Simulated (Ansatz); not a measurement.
# InAs: geometry relaxation

InAs (F-43m, 2 atoms in the cell), computed with DFT, r2SCAN, plane waves, PAW, no spin polarisation (Ansatz 0.2.0).

The structure was built on a prototype by a generator. The geometry comes from this level: PBE. Figures and captions count atoms from 1; the log counts them from 0 in places.

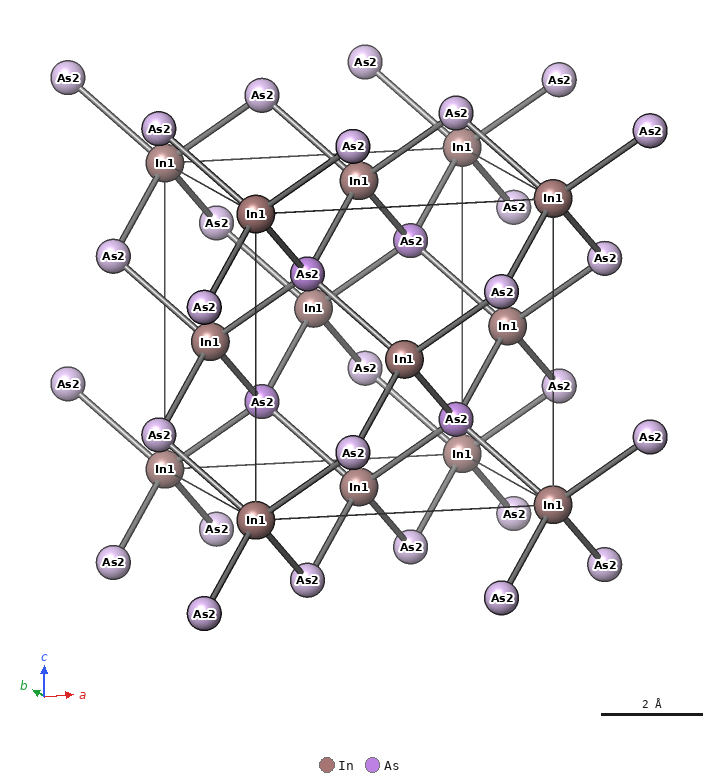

*The starting structure (ball-and-stick view of the cell 4 times as large as that of the calculation, set on its symmetry axes, seen slightly off an axis; neighbours outside the cell are drawn fainter; atoms are numbered from 1 in the order of the input).*

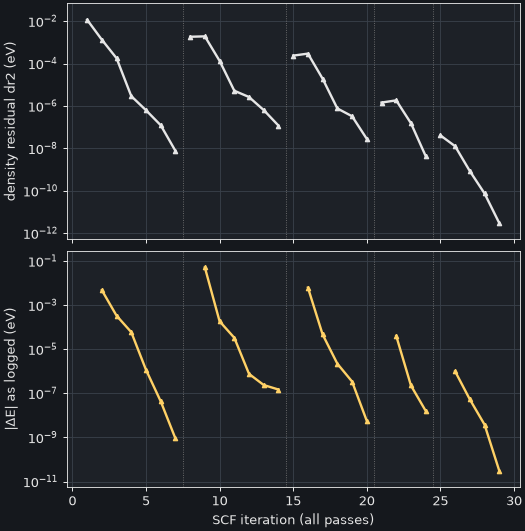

*Convergence of the self-consistent field: density residual dr2 and size of the energy change against the SCF iteration. The dotted lines part the SCF passes of the relaxation: geometry steps, rejected trials and re-solves on a re-selected basis.*

The 5 passes take 4 to 7 iterations each, 29 in all.

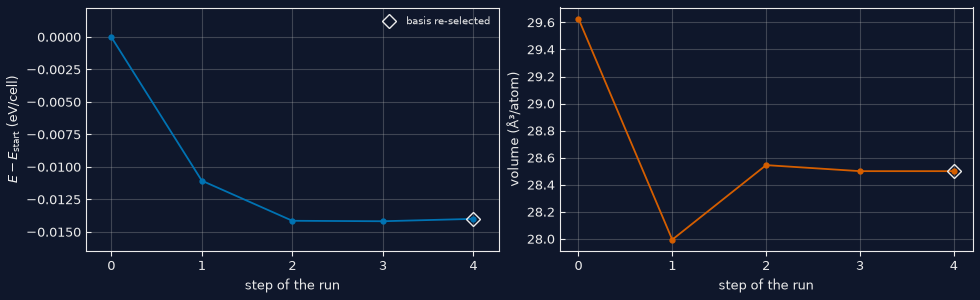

*Progress of the relaxation, step by step (the first geometry is step 0 here and step 1 in the log).*

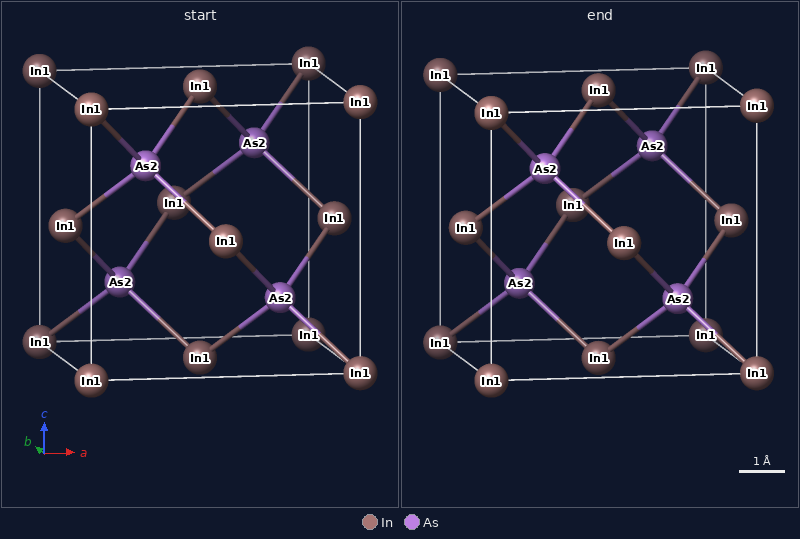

*Before (left) and after (right) the relaxation, at one scale (ball-and-stick view of the cell 4 times as large as that of the calculation, set on its symmetry axes, seen slightly off an axis).*

Over 3 geometry steps the energy falls by 14.2 meV per cell of the calculation. All forces vanish by symmetry, so only the cell relaxes. Pressure: −1.95 GPa at the start and −0.01 GPa at the end. The atoms keep their places relative to the cell (all moves are under 0.005 Å). The volume changes by −3.8 %, with a = b = c 6.189 → 6.109 Å (−1.3 %). Among the contacts that change: In1–As2 2.680 → 2.645 Å. The space group stays F-43m (No. 216). A last SCF at the same geometry on a re-selected plane-wave basis shifts the energy by +0.2 meV per cell of the calculation. (Atoms are counted from 1 in the order of the input.)

The input that produced these results follows, with the program's output.

Input:
```yaml
crystal:
  lattice:
    - [0.0, 3.0943470651, 3.0943470651]
    - [3.0943470651, 0.0, 3.0943470651]
    - [3.0943470651, 3.0943470651, 0.0]
  atoms:
    - { symbol: In, position: [0.0, 0.0, 0.0] }
    - { symbol: As, position: [0.25, 0.25, 0.25] }
kpoints:
  mp_grid: { grid: [6, 6, 6] }
hamiltonian:
  xc: r2scan
scf:
  occupations: { method: fermi_dirac, width: 0.02 }
relax:
  f_tol: 0.005
  cell: {}
```

Launched with:
```bash
ansatz run input.yaml --threads 2 --pin off --max-ram 2211MiB --backend cpu --events-out ev --progress --plain --runs-dir out
```

Output:
```
Engine: ansatz 0.2.0, aarch64-unknown-linux-gnu
Pseudopotentials: kind: paw
Pseudopotential: In, paw, valence charge 13, recommended cutoff 500 eV (meta_gga), In.paw.azcp
Pseudopotential: As, paw, valence charge 15, recommended cutoff 500 eV (meta_gga), As.paw.azcp
Functional definition: r2SCAN
  parameter k0 = 0.174
  parameter k1 = 0.065
  parameter a1 = 4.9479
  exchange = r2scan_x(k0 = k0, k1 = k1, a1 = a1)
  correlation = r2scan_c
Crystal: 2 atoms, lattice volume = 59.257 Å³
Basis set: ecut = 500 eV, 1459 PW (Γ), exchange–correlation on 128×128×128 points (64 copies of the dense FFT grid, shifted against one another)
Bands: 18, of which v1, the nominal top of the filled ones, is band 14 counted from 1 (13 counted from 0)
Symmetry: 24 space group operations
Space group: F-43m (ITA 216), of the structure as read, at distance tolerance 3.9e-5 Å
k-points: 16 of 216 (time reversal used)
Non-local potential: In, projectors of the file, l = 0: 2, l = 1: 2, l = 2: 2, l = 3: 2
Non-local potential: As, projectors of the file, l = 0: 2, l = 1: 2, l = 2: 3, l = 3: 1
PAW form: soft (Blöchl's): semilocal exchange-correlation on the pseudo side does not see the compensation charge
PAW frozen core: In, regenerated for the run's functional (the file was generated under x = pbe(κ = 0.804, μ = 0.2195149727645171), c = pbe(β = 0.06672455060314922))
PAW frozen core: As, regenerated for the run's functional (the file was generated under x = pbe(κ = 0.804, μ = 0.2195149727645171), c = pbe(β = 0.06672455060314922))
PAW one-centre angular grid: In, 590 points (default); XC on 289 of its mesh's 2783 points in the sphere
PAW one-centre angular grid: As, 590 points (default); XC on 160 Gauss nodes
Initial density: superposition of atomic densities (neutral atoms: chi_scale 0, normalization atom), corrected by the library's trained network
Initial wavefunctions: pseudopotential atomic-orbital guess
Functional: x = r2scan, c = r2scan; τ floored in thin density (d = 2e-4 eV/Å³)
SCF iter   1: F=—  HF=-10477.143589 eV  |F-HF|=—  |Δ(HF+E_count)|=         —  Δρ=5.87e-3  dr2=1.16e-2  dr2_τ=6.55e-3  ethr=1.77e-3  ⟨swp⟩=6.0  Hψ=1427  notcnv=0
preconditioner: auto → none  [insulator: Δε(μ)=1.125 eV  Ē_g=15.224 eV  σ=0.020 eV  W_gap=0.67  n_scr=14 (ndim 8)  ℏωp=20.5 eV  f_vac=0.126  D(μ)=0.31/eV (n_scr^D=0)  ε∞_Penn≈2.8]
SCF iter   2: F=—  HF=-10477.148381 eV  |F-HF|=—  |Δ(HF+E_count)|=   4.79e-3  Δρ=1.72e-3  dr2=1.33e-3  dr2_τ=7.44e-5  ethr=4.15e-5  ⟨swp⟩=3.0  Hψ=753  notcnv=0
SCF iter   3: F=—  HF=-10477.148715 eV  |F-HF|=—  |Δ(HF+E_count)|=   3.33e-4  Δρ=6.99e-4  dr2=1.78e-4  dr2_τ=3.42e-6  ethr=4.75e-6  ⟨swp⟩=2.8  Hψ=390  notcnv=0
SCF iter   4: F=—  HF=-10477.148774 eV  |F-HF|=—  |Δ(HF+E_count)|=   5.96e-5  Δρ=7.23e-5  dr2=2.90e-6  dr2_τ=6.62e-8  ethr=6.37e-7  ⟨swp⟩=3.0  Hψ=513  notcnv=0
SCF iter   5: F=—  HF=-10477.148775 eV  |F-HF|=—  |Δ(HF+E_count)|=   1.17e-6  Δρ=2.85e-5  dr2=6.26e-7  dr2_τ=1.17e-8  ethr=1.03e-8  ⟨swp⟩=2.0  Hψ=513  notcnv=0
SCF iter   6: F=—  HF=-10477.148775 eV  |F-HF|=—  |Δ(HF+E_count)|=   4.34e-8  Δρ=1.30e-5  dr2=1.23e-7  dr2_τ=1.14e-9  ethr=2.24e-9  ⟨swp⟩=2.4  Hψ=413  notcnv=0
SCF iter   7: F=-10477.148775 eV  HF=-10477.148775 eV  |F-HF|=4.04e-9  |Δ(HF+E_count)|=  8.97e-10  Δρ=3.16e-6  dr2=7.58e-9  dr2_τ=7.33e-11  ethr=3.57e-10  ⟨swp⟩=4.1  Hψ=943  notcnv=0
SCF 1 converged in 7 iterations: F = -10477.148775 eV  dr2 = 7.58e-9
  greatest PAW one-centre occupation: 0.999 electrons in one spin orbital (limit 2), on the As atom at site 1 (counted from 0), in its partial waves of l = 2
relax step   1: F+E_penalty+E_count = -10477.14877535 eV  Δ(F+E_penalty+E_count) = +0.000e0 eV  max|allowed force component| = 1.469e-16 eV/Å  Δτ_max = 0.0000 Å  P = -1.950 GPa  Ω = 59.257 Å³  (7 SCF iters, dr2 threshold 1.00e-7 eV, accepted)
Crystal: 2 atoms, lattice volume = 55.989 Å³
Basis set: ecut = 500 eV, 1411 PW (Γ), exchange–correlation on 128×128×128 points (64 copies of the dense FFT grid, shifted against one another)
Initial density: handed on by an earlier stage of this run
Initial wavefunctions: those handed on with the density
iter 1 solved again at ethr=6.88e-6 eV; its pass at ethr=3.10e-3 eV (dr2=1.93e-3 eV) is discarded
SCF iter   1: F=—  HF=-10477.108731 eV  |F-HF|=—  |Δ(HF+E_count)|=         —  Δρ=1.41e-3  dr2=1.83e-3  dr2_τ=1.68e-2  ethr=6.88e-6  ⟨swp⟩=2.0  Hψ=1770  notcnv=0
automatic band count: iteration 1 solves 17 bands in place of 18: the levels show a gap, and the empty bands left out lie too high to hold charge; the band table lists the bands solved (type scf.n_extra_bands for more)
preconditioner: auto → none  [insulator: Δε(μ)=0.074 eV  Ē_g=14.757 eV  σ=0.020 eV  W_gap=0.69  n_scr=14 (ndim 8)  ℏωp=21.1 eV  f_vac=0.088  D(μ)=0.18/eV (n_scr^D=0)  ε∞_Penn≈3.0]
SCF iter   2: F=—  HF=-10477.159983 eV  |F-HF|=—  |Δ(HF+E_count)|=   5.13e-2  Δρ=1.48e-3  dr2=1.91e-3  dr2_τ=8.89e-6  ethr=6.55e-6  ⟨swp⟩=3.1  Hψ=543  notcnv=0
SCF iter   3: F=—  HF=-10477.159798 eV  |F-HF|=—  |Δ(HF+E_count)|=   1.85e-4  Δρ=6.10e-4  dr2=1.34e-4  dr2_τ=5.68e-6  ethr=6.55e-6  ⟨swp⟩=2.0  Hψ=382  notcnv=0
SCF iter   4: F=—  HF=-10477.159831 eV  |F-HF|=—  |Δ(HF+E_count)|=   3.31e-5  Δρ=1.32e-4  dr2=5.21e-6  dr2_τ=4.70e-7  ethr=4.78e-7  ⟨swp⟩=2.0  Hψ=496  notcnv=0
SCF iter   5: F=—  HF=-10477.159830 eV  |F-HF|=—  |Δ(HF+E_count)|=   7.64e-7  Δρ=6.09e-5  dr2=2.63e-6  dr2_τ=4.39e-8  ethr=1.86e-8  ⟨swp⟩=2.0  Hψ=496  notcnv=0
SCF iter   6: F=—  HF=-10477.159830 eV  |F-HF|=—  |Δ(HF+E_count)|=   2.38e-7  Δρ=2.50e-5  dr2=6.36e-7  dr2_τ=3.39e-9  ethr=9.39e-9  ⟨swp⟩=1.9  Hψ=289  notcnv=0
SCF iter   7: F=-10477.159830 eV  HF=-10477.159830 eV  |F-HF|=6.58e-8  |Δ(HF+E_count)|=   1.49e-7  Δρ=1.12e-5  dr2=1.18e-7  dr2_τ=5.23e-10  ethr=7.14e-10  ⟨swp⟩=4.6  Hψ=940  notcnv=0
SCF 2 converged in 7 iterations: F = -10477.159830 eV  dr2 = 1.18e-7
relax step   2: F+E_penalty+E_count = -10477.15983000 eV  Δ(F+E_penalty+E_count) = -1.105e-2 eV  max|allowed force component| = 6.411e-17 eV/Å  Δτ_max = 0.0000 Å  P = +1.050 GPa  Ω = 55.989 Å³  energy of the carried Pulay correction = +2.940e-4 eV  (7 SCF iters, dr2 threshold 2.00e-7 eV, accepted)
Crystal: 2 atoms, lattice volume = 57.091 Å³
iter 1 solved again at ethr=1.11e-6 eV; its pass at ethr=3.10e-3 eV (dr2=3.11e-4 eV) is discarded
SCF iter   1: F=—  HF=-10477.156688 eV  |F-HF|=—  |Δ(HF+E_count)|=         —  Δρ=4.95e-4  dr2=2.36e-4  dr2_τ=2.07e-3  ethr=1.11e-6  ⟨swp⟩=2.1  Hψ=1844  notcnv=0
automatic band count: iteration 1 solves 17 bands in place of 18: the levels show a gap, and the empty bands left out lie too high to hold charge; the band table lists the bands solved (type scf.n_extra_bands for more)
preconditioner: auto → none  [insulator: Δε(μ)=0.103 eV  Ē_g=14.653 eV  σ=0.020 eV  W_gap=0.84  n_scr=14 (ndim 8)  ℏωp=20.9 eV  f_vac=0.110  D(μ)=0.10/eV (n_scr^D=0)  ε∞_Penn≈3.0]
SCF iter   2: F=—  HF=-10477.162961 eV  |F-HF|=—  |Δ(HF+E_count)|=   6.27e-3  Δρ=5.60e-4  dr2=2.93e-4  dr2_τ=1.60e-6  ethr=8.44e-7  ⟨swp⟩=2.8  Hψ=484  notcnv=0
SCF iter   3: F=—  HF=-10477.162914 eV  |F-HF|=—  |Δ(HF+E_count)|=   4.67e-5  Δρ=2.29e-4  dr2=1.92e-5  dr2_τ=7.54e-7  ethr=8.44e-7  ⟨swp⟩=2.0  Hψ=334  notcnv=0
SCF iter   4: F=—  HF=-10477.162916 eV  |F-HF|=—  |Δ(HF+E_count)|=   2.21e-6  Δρ=5.40e-5  dr2=7.59e-7  dr2_τ=9.04e-8  ethr=6.85e-8  ⟨swp⟩=2.0  Hψ=482  notcnv=0
SCF iter   5: F=—  HF=-10477.162916 eV  |F-HF|=—  |Δ(HF+E_count)|=   3.44e-7  Δρ=2.40e-5  dr2=3.26e-7  dr2_τ=6.31e-9  ethr=7.14e-10  ⟨swp⟩=4.9  Hψ=1041  notcnv=0
SCF iter   6: F=-10477.162916 eV  HF=-10477.162916 eV  |F-HF|=1.51e-8  |Δ(HF+E_count)|=   5.65e-9  Δρ=6.44e-6  dr2=2.80e-8  dr2_τ=2.69e-10  ethr=7.14e-10  ⟨swp⟩=4.4  Hψ=856  notcnv=0
SCF 3 converged in 6 iterations: F = -10477.162916 eV  dr2 = 2.80e-8
relax step   3: F+E_penalty+E_count = -10477.16291636 eV  Δ(F+E_penalty+E_count) = -3.086e-3 eV  max|allowed force component| = 5.074e-17 eV/Å  Δτ_max = 0.0000 Å  P = -0.091 GPa  Ω = 57.091 Å³  energy of the carried Pulay correction = +1.930e-4 eV  (6 SCF iters, dr2 threshold 2.00e-7 eV, accepted)
Crystal: 2 atoms, lattice volume = 57.002 Å³
iter 1 solved again at ethr=7.44e-9 eV; its pass at ethr=3.10e-3 eV (dr2=2.08e-6 eV) is discarded
SCF iter   1: F=—  HF=-10477.162911 eV  |F-HF|=—  |Δ(HF+E_count)|=         —  Δρ=3.86e-5  dr2=1.44e-6  dr2_τ=1.32e-5  ethr=7.44e-9  ⟨swp⟩=3.0  Hψ=1675  notcnv=0
automatic band count: iteration 1 solves 17 bands in place of 18: the levels show a gap, and the empty bands left out lie too high to hold charge; the band table lists the bands solved (type scf.n_extra_bands for more)
preconditioner: auto → none  [insulator: Δε(μ)=0.077 eV  Ē_g=14.666 eV  σ=0.020 eV  W_gap=0.71  n_scr=14 (ndim 8)  ℏωp=20.9 eV  f_vac=0.105  D(μ)=0.17/eV (n_scr^D=0)  ε∞_Penn≈3.0]
SCF iter   2: F=—  HF=-10477.162952 eV  |F-HF|=—  |Δ(HF+E_count)|=   4.05e-5  Δρ=4.50e-5  dr2=1.83e-6  dr2_τ=7.86e-9  ethr=5.14e-9  ⟨swp⟩=2.8  Hψ=436  notcnv=0
SCF iter   3: F=—  HF=-10477.162951 eV  |F-HF|=—  |Δ(HF+E_count)|=   2.27e-7  Δρ=1.74e-5  dr2=1.53e-7  dr2_τ=6.18e-9  ethr=5.14e-9  ⟨swp⟩=2.0  Hψ=337  notcnv=0
SCF iter   4: F=-10477.162951 eV  HF=-10477.162951 eV  |F-HF|=6.17e-9  |Δ(HF+E_count)|=   1.61e-8  Δρ=3.97e-6  dr2=4.35e-9  dr2_τ=3.38e-10  ethr=7.32e-11  ⟨swp⟩=3.4  Hψ=1179  notcnv=0
SCF 4 converged in 4 iterations: F = -10477.162951 eV  dr2 = 4.35e-9
relax step   4: F+E_penalty+E_count = -10477.16295130 eV  Δ(F+E_penalty+E_count) = -3.494e-5 eV  max|allowed force component| = 4.705e-17 eV/Å  Δτ_max = 0.0000 Å  P = -0.006 GPa  Ω = 57.002 Å³  energy of the carried Pulay correction = +2.011e-4 eV  (4 SCF iters, dr2 threshold 2.05e-8 eV, accepted)
Initial wavefunctions: pseudopotential atomic-orbital guess (no wavefunctions were taken with the density)
iter 1 solved again at ethr=1.33e-7 eV; its pass at ethr=3.10e-3 eV (dr2=3.73e-5 eV) is discarded
SCF iter   1: F=—  HF=-10477.162768 eV  |F-HF|=—  |Δ(HF+E_count)|=         —  Δρ=2.36e-5  dr2=4.09e-8  dr2_τ=2.38e-7  ethr=1.33e-7  ⟨swp⟩=3.1  Hψ=2119  notcnv=0
preconditioner: auto → none  [insulator: Δε(μ)=0.080 eV  Ē_g=15.335 eV  σ=0.020 eV  W_gap=0.73  n_scr=14 (ndim 8)  ℏωp=20.9 eV  f_vac=0.105  D(μ)=0.16/eV (n_scr^D=0)  ε∞_Penn≈2.9]
SCF iter   2: F=—  HF=-10477.162769 eV  |F-HF|=—  |Δ(HF+E_count)|=   1.00e-6  Δρ=1.21e-5  dr2=1.26e-8  dr2_τ=5.58e-9  ethr=1.46e-10  ⟨swp⟩=2.0  Hψ=513  notcnv=0
SCF iter   3: F=—  HF=-10477.162769 eV  |F-HF|=—  |Δ(HF+E_count)|=   5.32e-8  Δρ=2.85e-6  dr2=8.45e-10  dr2_τ=3.05e-10  ethr=4.49e-11  ⟨swp⟩=2.2  Hψ=433  notcnv=0
SCF iter   4: F=—  HF=-10477.162769 eV  |F-HF|=—  |Δ(HF+E_count)|=   3.83e-9  Δρ=3.60e-7  dr2=7.45e-11  dr2_τ=5.65e-12  ethr=3.02e-12  ⟨swp⟩=2.0  Hψ=513  notcnv=0
SCF iter   5: F=-10477.162769 eV  HF=-10477.162769 eV  |F-HF|=1.27e-11  |Δ(HF+E_count)|=  3.09e-11  Δρ=1.35e-7  dr2=2.99e-12  dr2_τ=7.56e-13  ethr=1.00e-12  ⟨swp⟩=6.0  Hψ=1266  notcnv=0
SCF 5 converged in 5 iterations: F = -10477.162769 eV  dr2 = 2.99e-12
relax step   5: F+E_penalty+E_count = -10477.16276884 eV  Δ(F+E_penalty+E_count) = +1.825e-4 eV  max|allowed force component| = 5.009e-17 eV/Å  Δτ_max = 0.0000 Å  P = -0.009 GPa  Ω = 57.002 Å³  stress off target by 9.11e-3 GPa  SCF on the basis re-selected at this cell (its energy is not comparable with the rows above)  (5 SCF iters)
basis re-selected at this cell: Δ(F+E_penalty+E_count) = +1.825e-4 eV, ΔP = -0.003 GPa vs the last step (what re-selecting the basis moved, of the pressure what is left beyond the Pulay correction that the steps carried, after the strain that the cell walked since its last selection, with what the two solves' SCF thresholds leave and, on support functions, any second-order correction that the steps lacked; it is no measure of the basis error at this ecutwfc). This SCF's stress stands 9.11e-3 GPa from its target on what of the cell is left free (relax.cell.stress_tol is 5.00e-2 GPa) and its largest allowed force component is 5.01e-17 eV/Å (relax.f_tol is 5.00e-3 eV/Å): within both
SCF converged after 5 iterations
Free energy (F): -10477.162769 eV
Harris-Foulkes:  -10477.162769 eV  (|F-HF|=1.27e-11)
Internal energy: -10477.162537 eV  (E = F + TS)
E sigma→0 (E₀):  -10477.162653 eV
Entropy (-TS):   -0.000231 eV (-0.116 meV/atom)
Fermi energy:    7.267580 eV
--- Per-component energies (eV) ---
  E_band       = -340.018004
  E_kinetic    = 346.018189
  E_local      = -3319.673396  (includes V_loc(G=0)·N_el)
  E_nonlocal   = -301.994747
  E_hartree    = 1604.328494
  E_xc         = -274.675819
  E_vxc        = -190.399852  (∫ρ·V_xc dr)
  E_paw        = -6033.154101  (= ΣΔE_a)
  E_vpaw       = -94.374924  (= ΣTr[D̂ρ^β])
  E_aug_tail   = 0.000001  (compensation charges beyond the density's cutoff)
  E_vtau       = 11.749769  (kinetic-family band-sum trace: ∫τ·v_τ [+ j·A + Jᵃ·Aᵃ] dr)
  E_ewald      = -2497.519296
  E_core_change = -0.491862  (= ΣΔE_core)
  E_smearing   = -0.000231  (= −TS)
  E_closure    = -0.000000  (closes the sum)
  Σ components = -10477.162769   (vs F -10477.162769, Δ=0.00e0)
--- Forces (eV/Å), atoms counted from 1 ---
  atom   1  In     0.00000000    -0.00000000    -0.00000000
  atom   2  As    -0.00000000     0.00000000     0.00000000
  max |Σ_I F_I| component: 9.41e-17 eV/Å
--- Stress (GPa, compression-positive) ---
       -0.009106       0.000000       0.000000
        0.000000      -0.009106       0.000000
        0.000000       0.000000      -0.009106
  P = ⅓ Tr σ = -0.0091 GPa (-0.091 kbar)
--- Relaxed structure (4 steps of the walk, 4 accepted, 1 SCFs on fresh bases) ---
  F+E_penalty+E_count = -10477.16276884 eV   max|allowed force component| = 5.009e-17 eV/Å   (the final SCF, on the basis selected at the relaxed cell)
  cell:  # Å, volume = 57.0019 Å³
    - [7.818211462974171e-34, 3.0545904708952802, 3.05459047089528]
    - [3.05459047089528, 7.248166716793977e-33, 3.05459047089528]
    - [3.05459047089528, 3.0545904708952802, 9.20192343065738e-33]
  atoms:
    - { symbol: In, position: [-1.4133727805474888e-33, 1.4289328478562684e-33, 1.51710656260602e-33] }
    - { symbol: As, position: [0.24999999999999997, 0.24999999999999997, 0.24999999999999997] }
```

Trajectory as extended XYZ (Å, eV, eV/Å), 5 frames, from step=1 to step=5:
```
2
Lattice="0.0000 3.0943 3.0943 3.0943 0.0000 3.0943 3.0943 3.0943 0.0000" Properties=species:S:1:pos:R:3:forces:R:3 step=1 energy=-10477.14877 pressure_GPa=-1.95
In    0.0000    0.0000    0.0000    0.0000   0.0000   0.0000
As    1.5472    1.5472    1.5472    0.0000   0.0000   0.0000
2
Lattice="0.0000 3.0364 3.0364 3.0364 0.0000 3.0364 3.0364 3.0364 0.0000" Properties=species:S:1:pos:R:3:forces:R:3 step=2 energy=-10477.15983 pressure_GPa=1.05
In    0.0000    0.0000    0.0000    0.0000   0.0000   0.0000
As    1.5182    1.5182    1.5182    0.0000   0.0000   0.0000
2
Lattice="0.0000 3.0562 3.0562 3.0562 0.0000 3.0562 3.0562 3.0562 0.0000" Properties=species:S:1:pos:R:3:forces:R:3 step=3 energy=-10477.16292 pressure_GPa=-0.09
In    0.0000    0.0000    0.0000    0.0000   0.0000   0.0000
As    1.5281    1.5281    1.5281    0.0000   0.0000   0.0000
2
Lattice="0.0000 3.0546 3.0546 3.0546 0.0000 3.0546 3.0546 3.0546 0.0000" Properties=species:S:1:pos:R:3:forces:R:3 step=4 energy=-10477.16295 pressure_GPa=-0.01
In    0.0000    0.0000    0.0000    0.0000   0.0000   0.0000
As    1.5273    1.5273    1.5273    0.0000   0.0000   0.0000
2
Lattice="0.0000 3.0546 3.0546 3.0546 0.0000 3.0546 3.0546 3.0546 0.0000" Properties=species:S:1:pos:R:3:forces:R:3 step=5 energy=-10477.16277 pressure_GPa=-0.01
In    0.0000    0.0000    0.0000    0.0000   0.0000   0.0000
As    1.5273    1.5273    1.5273    0.0000   0.0000   0.0000
```

Key numbers:

- outcome: converged
- space group (tolerance 0.01 Å): F-43m (216)
- electrons treated: 28
- free energy: −10477.1628 eV
- Fermi energy: 7.268 eV
- pressure: −0.01 GPa
- final volume: 57.00 Å³
- largest force (length of the vector) at the end: under 0.001 eV/Å
- final cell: a = 4.320 Å, b = 4.320 Å, c = 4.320 Å, α = 60.00°, β = 60.00°, γ = 60.00°
- hardware: 2 threads of an Arm (aarch64) CPU, shared host
- wall time: 20 s (CPU time 37 s)
- peak memory: 0.54 GiB
